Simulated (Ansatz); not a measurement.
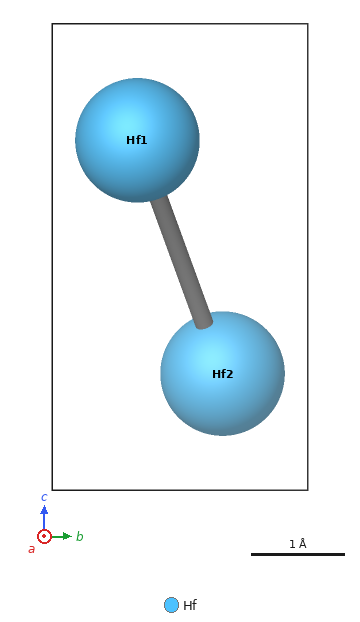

Figure 1. The structure as given in the input (ball-and-stick view of the cell of the calculation, along the a axis; atoms are numbered from 1 in the order of the input).

## Two runs on Hf

System: Hf (P2₁/m, 2 atoms in the cell).
Method of the first run: Kohn-Sham DFT of a periodic cell, PBE, all-electron LAPW, scalar-relativistic, no spin polarisation (Ansatz 0.2.0).

The structure derives from an entry of the Crystallography Open Database. Text and figures count atoms from 1; the logs count them from 0 in places.

The input, the first run:
```yaml
crystal:
  lattice:
    - [3.1967, -0.031967, 0.0]
    - [-1.6260342341, 2.7844069083, 0.0]
    - [0.0, 0.0, 5.0578]
  atoms:
    - { symbol: Hf, position: [0.6666666667, 0.3333333333, 0.75] }
    - { symbol: Hf, position: [0.3333333333, 0.6666666667, 0.25] }
kpoints:
  mp_grid: { grid: [10, 10, 5] }
scf:
  occupations: { method: fermi_dirac, width: 0.05 }
hamiltonian:
  xc: pbe
  pseudopotentials: { kind: all_electron, lapw: { basis_error: 0.001 } }
output:
  forces: true
  stress: true
  eigenvalues: true
```

Launched with:
```bash
ansatz run input.yaml --threads 1 --pin off --max-ram 3072MiB --backend cpu --events-out ev --progress --plain --runs-dir out
```

Hardware: 1 thread of Arm Neoverse V1, 24 GiB of memory available, shared host.

Output, shortened to warnings, some set-up lines, iterations and results (the first run):
```
Basis set: ecut = 214.31965716491862 eV, 313 PW (Γ), exchange–correlation at level 2
Symmetry: 4 space group operations
k-points: 156 of 500
Initial density: superposition of atomic densities (chi_scale 0.1, normalization cell)
[...]
SCF iter   1: F=—  HF=-820500.720718 eV  |F-HF|=—  |Δ(HF+E_count)|=         —  Δρ=2.35e-2  dr2=2.19e-1  ethr=3.04e-4  ⟨swp⟩=2.5  Hψ=42392  notcnv=0
SCF iter   2: F=—  HF=-820500.540176 eV  |F-HF|=—  |Δ(HF+E_count)|=   1.81e-1  Δρ=1.45e-2  dr2=9.64e-2  ethr=3.04e-4  ⟨swp⟩=2.0  Hψ=21683  notcnv=0
SCF iter   3: F=—  HF=-820500.511839 eV  |F-HF|=—  |Δ(HF+E_count)|=   2.83e-2  Δρ=1.04e-2  dr2=5.24e-2  ethr=1.34e-4  ⟨swp⟩=2.0  Hψ=20492  notcnv=0
SCF iter   4: F=—  HF=-820500.492005 eV  |F-HF|=—  |Δ(HF+E_count)|=   1.98e-2  Δρ=5.61e-3  dr2=1.70e-2  ethr=7.27e-5  ⟨swp⟩=2.0  Hψ=19218  notcnv=0
SCF iter   5: F=—  HF=-820500.491534 eV  |F-HF|=—  |Δ(HF+E_count)|=         —  Δρ=1.23e-3  dr2=8.77e-4  ethr=1.22e-6  ⟨swp⟩=2.0  Hψ=34492  notcnv=0
SCF iter   6: F=—  HF=-820500.491621 eV  |F-HF|=—  |Δ(HF+E_count)|=   8.73e-5  Δρ=3.74e-4  dr2=6.92e-5  ethr=1.22e-6  ⟨swp⟩=2.0  Hψ=20522  notcnv=0
SCF iter   7: F=—  HF=-820500.491620 eV  |F-HF|=—  |Δ(HF+E_count)|=   1.19e-6  Δρ=1.11e-4  dr2=7.56e-6  ethr=9.60e-8  ⟨swp⟩=2.0  Hψ=20522  notcnv=0
SCF iter   8: F=—  HF=-820500.491619 eV  |F-HF|=—  |Δ(HF+E_count)|=   9.58e-7  Δρ=3.33e-5  dr2=6.98e-7  ethr=1.05e-8  ⟨swp⟩=2.0  Hψ=20522  notcnv=0
SCF iter   9: F=—  HF=-820500.491618 eV  |F-HF|=—  |Δ(HF+E_count)|=   5.22e-7  Δρ=1.89e-5  dr2=1.87e-7  ethr=9.70e-10  ⟨swp⟩=2.0  Hψ=20522  notcnv=0
SCF iter  10: F=-820500.491618 eV  HF=-820500.491618 eV  |F-HF|=4.42e-9  |Δ(HF+E_count)|=   4.26e-8  Δρ=6.98e-6  dr2=2.36e-8  ethr=2.59e-10  ⟨swp⟩=2.0  Hψ=20522  notcnv=0
SCF 1 converged in 10 iterations: F = -820500.491618 eV  dr2 = 2.36e-8
SCF converged after 10 iterations
Free energy (F): -820500.491618 eV
Harris-Foulkes:  -820500.491618 eV  (|F-HF|=4.42e-9)
Internal energy: -820500.480456 eV  (E = F + TS)
E sigma→0 (E₀):  -820500.486037 eV
Entropy (-TS):   -0.011162 eV (-5.581 meV/atom)
Fermi energy:    20.205215 eV
--- Per-component energies (eV) ---
  E_band       = -3533.746143
  E_kinetic    = 912958.578317
  E_xc         = -16830.346000
  E_electrostatic = -1716628.712773  (all electrons and nuclei)
  E_smearing   = -0.011162  (= −TS)
  E_closure    = 0.000000  (closes the sum)
  E_atoms      = -820485.842060  (free atoms, spherical and without spin; not in F)
  Σ components = -820500.491618   (vs F -820500.491618, Δ=0.00e0)
  Basis errors (estimates in eV, not in F): energy 2.3e-4 per atom: plane waves 1.9e-4 (9.9e-5 summed), levels above the bands 1.5e-69, relativity 6.3e-8, radial functions 4.2e-5, core shells 1.9e-7; eigenvalues (radial functions only) 7.7e-7; not estimated: angular momenta, meshes, grids; target …
--- Forces (eV/Å), atoms counted from 1 ---
  atom   1  Hf    -0.05041509    -0.00030825     0.00000000
  atom   2  Hf     0.05041509     0.00030825     0.00000000
  max |Σ_I F_I| component: 0.00e0 eV/Å
--- Stress (GPa, compression-positive) ---
        0.770523       1.333204       0.000000
        1.333204       0.783754       0.000000
        0.000000       0.000000       0.395592
  P = ⅓ Tr σ = 0.6500 GPa (6.500 kbar)
```

The input of the second run differs as follows (lines with − go, lines with + come):
```diff
-    - [3.1967, -0.031967, 0.0]
-    - [-1.6260342341, 2.7844069083, 0.0]
+    - [3.1967, -0.063934, 0.0]
+    - [-1.6537184682, 2.8003904083, 0.0]
```

How does the second run compare with the first run?

With the same functional and potentials, the second run lies 5.6 meV per atom higher. The largest force goes from 0.050 to 0.102 eV/Å. The number of SCF iterations is the same.

Output, shortened to warnings, some set-up lines, iterations and results (the second run):
```
Basis set: ecut = 215.98423520128605 eV, 313 PW (Γ), exchange–correlation at level 2
Symmetry: 4 space group operations
k-points: 156 of 500
Initial density: superposition of atomic densities (chi_scale 0.1, normalization cell)
[...]
SCF iter   1: F=—  HF=-820500.709349 eV  |F-HF|=—  |Δ(HF+E_count)|=         —  Δρ=2.36e-2  dr2=2.23e-1  ethr=3.09e-4  ⟨swp⟩=2.5  Hψ=42368  notcnv=0
SCF iter   2: F=—  HF=-820500.529027 eV  |F-HF|=—  |Δ(HF+E_count)|=   1.80e-1  Δρ=1.46e-2  dr2=9.79e-2  ethr=3.09e-4  ⟨swp⟩=2.0  Hψ=21683  notcnv=0
SCF iter   3: F=—  HF=-820500.500753 eV  |F-HF|=—  |Δ(HF+E_count)|=   2.83e-2  Δρ=1.05e-2  dr2=5.31e-2  ethr=1.36e-4  ⟨swp⟩=2.0  Hψ=20499  notcnv=0
SCF iter   4: F=—  HF=-820500.480726 eV  |F-HF|=—  |Δ(HF+E_count)|=   2.00e-2  Δρ=5.63e-3  dr2=1.72e-2  ethr=7.38e-5  ⟨swp⟩=2.0  Hψ=19200  notcnv=0
SCF iter   5: F=—  HF=-820500.480296 eV  |F-HF|=—  |Δ(HF+E_count)|=         —  Δρ=1.23e-3  dr2=8.77e-4  ethr=1.22e-6  ⟨swp⟩=2.0  Hψ=34494  notcnv=0
SCF iter   6: F=—  HF=-820500.480386 eV  |F-HF|=—  |Δ(HF+E_count)|=   9.05e-5  Δρ=3.78e-4  dr2=7.04e-5  ethr=1.22e-6  ⟨swp⟩=2.0  Hψ=20523  notcnv=0
SCF iter   7: F=—  HF=-820500.480385 eV  |F-HF|=—  |Δ(HF+E_count)|=   6.98e-7  Δρ=1.18e-4  dr2=8.49e-6  ethr=9.77e-8  ⟨swp⟩=2.0  Hψ=20523  notcnv=0
SCF iter   8: F=—  HF=-820500.480383 eV  |F-HF|=—  |Δ(HF+E_count)|=   1.87e-6  Δρ=4.03e-5  dr2=1.01e-6  ethr=1.18e-8  ⟨swp⟩=2.0  Hψ=20523  notcnv=0
SCF iter   9: F=—  HF=-820500.480383 eV  |F-HF|=—  |Δ(HF+E_count)|=   7.32e-7  Δρ=2.10e-5  dr2=2.23e-7  ethr=1.40e-9  ⟨swp⟩=2.0  Hψ=20523  notcnv=0
SCF iter  10: F=-820500.480383 eV  HF=-820500.480383 eV  |F-HF|=4.66e-9  |Δ(HF+E_count)|=   2.61e-8  Δρ=6.95e-6  dr2=2.25e-8  ethr=3.10e-10  ⟨swp⟩=2.0  Hψ=20523  notcnv=0
SCF 1 converged in 10 iterations: F = -820500.480383 eV  dr2 = 2.25e-8
SCF converged after 10 iterations
Free energy (F): -820500.480383 eV
Harris-Foulkes:  -820500.480383 eV  (|F-HF|=4.66e-9)
Internal energy: -820500.468617 eV  (E = F + TS)
E sigma→0 (E₀):  -820500.474500 eV
Entropy (-TS):   -0.011766 eV (-5.883 meV/atom)
Fermi energy:    20.210565 eV
--- Per-component energies (eV) ---
  E_band       = -3533.272568
  E_kinetic    = 912958.670426
  E_xc         = -16830.359773
  E_electrostatic = -1716628.779269  (all electrons and nuclei)
  E_smearing   = -0.011766  (= −TS)
  E_closure    = 0.000000  (closes the sum)
  E_atoms      = -820485.842060  (free atoms, spherical and without spin; not in F)
  Σ components = -820500.480383   (vs F -820500.480383, Δ=0.00e0)
  Basis errors (estimates in eV, not in F): energy 2.3e-4 per atom: plane waves 1.9e-4 (1.0e-4 summed), levels above the bands 1.1e-69, relativity 6.1e-8, radial functions 4.1e-5, core shells 2.1e-7; eigenvalues (radial functions only) 7.4e-7; not estimated: angular momenta, meshes, grids; target …
--- Forces (eV/Å), atoms counted from 1 ---
  atom   1  Hf    -0.10234134    -0.00211460     0.00000000
  atom   2  Hf     0.10234134     0.00211460    -0.00000000
  max |Σ_I F_I| component: 4.34e-19 eV/Å
--- Stress (GPa, compression-positive) ---
        0.887396       2.653296       0.000000
        2.653296       0.961453       0.000000
        0.000000       0.000000       0.462381
  P = ⅓ Tr σ = 0.7704 GPa (7.704 kbar)
```

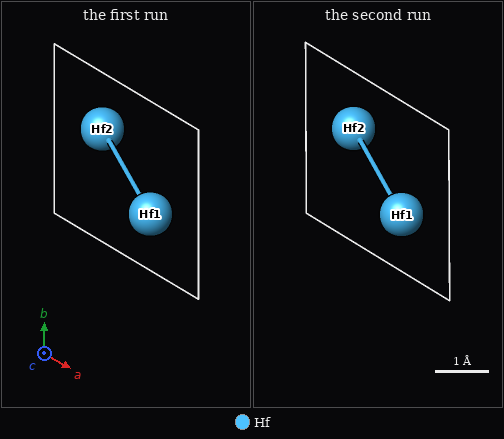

Figure 2. The two input geometries at one scale (ball-and-stick view of the cell of the calculation, along the c axis). The atoms keep their places relative to the cell (all moves are under 0.005 Å). The drawn cell changes at constant volume: a stays at 3.197 Å, b 3.224 → 3.252 Å (+0.9 %), c stays at 5.058 Å, γ 120.9° → 121.7°. Among the contacts that change: Hf1–Hf1 3.224 → 3.252 Å, Hf1–Hf2 3.140 → 3.150 Å.

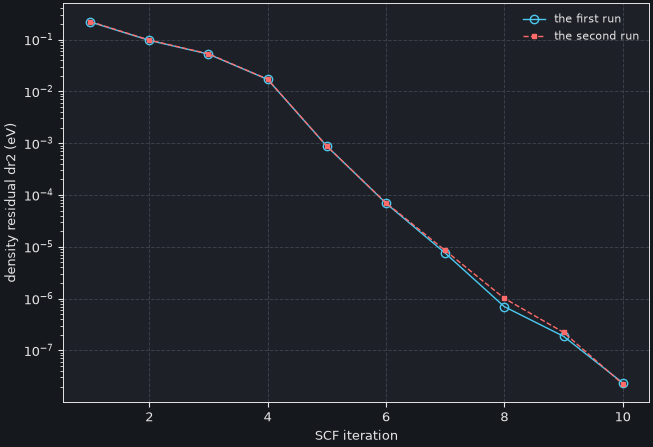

Figure 3. Convergence of the two runs: density residual dr2 against the SCF iteration. The first run takes 10 iterations in all, and the second run takes 10.

The two runs side by side:

```csv
quantity,the first run,the second run
outcome,converged,converged
free energy per atom (eV),−410250.2458,−410250.2402
"energy per atom, smearing taken to zero (eV)",−410250.2430,−410250.2372
gap on the mesh (eV),0.00,0.00
pressure (GPa),0.65,0.77
volume per atom (Å³),22.38,22.37
largest force (eV/Å),0.050,0.102
SCF iterations,10,10
irreducible k-points,156,156
plane waves at Γ,313,313
wall time (shared host),70 s,66 s
```

For both runs: Spin–orbit coupling is left out, which matters for Hf.
